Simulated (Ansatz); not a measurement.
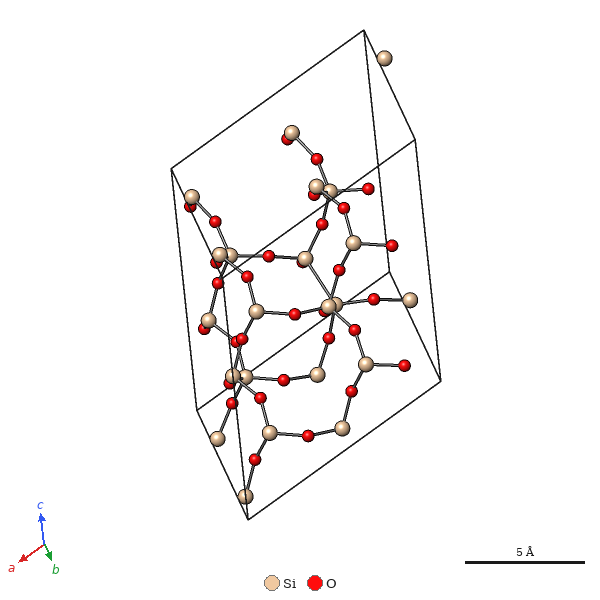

This ball-and-stick model is shown from a general direction. Atoms at the boundary of the supercell (the box) are drawn once for each face, edge or corner they touch. The host is SiO2, in a cell of 48 sites, and the cell is neutral.

### What defect is present?

An oxygen vacancy. Around the empty site lie two Si at about 1.4 Å.

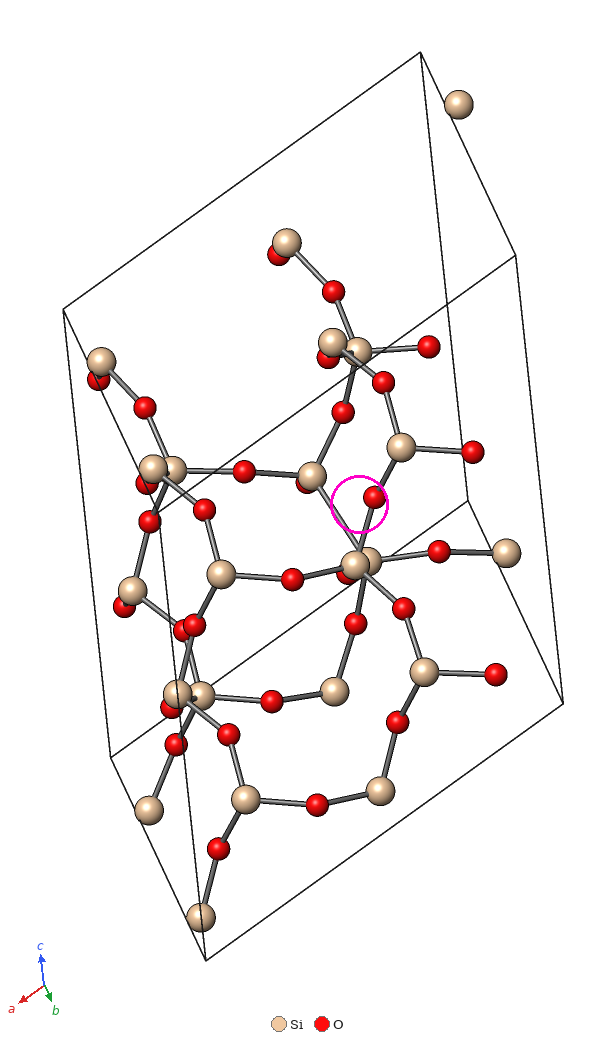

The same cell with a ring at the defect's site.

The atoms were relaxed in the host's cell with Ansatz, DFT PBE, scalar-relativistic, plane waves, PAW.
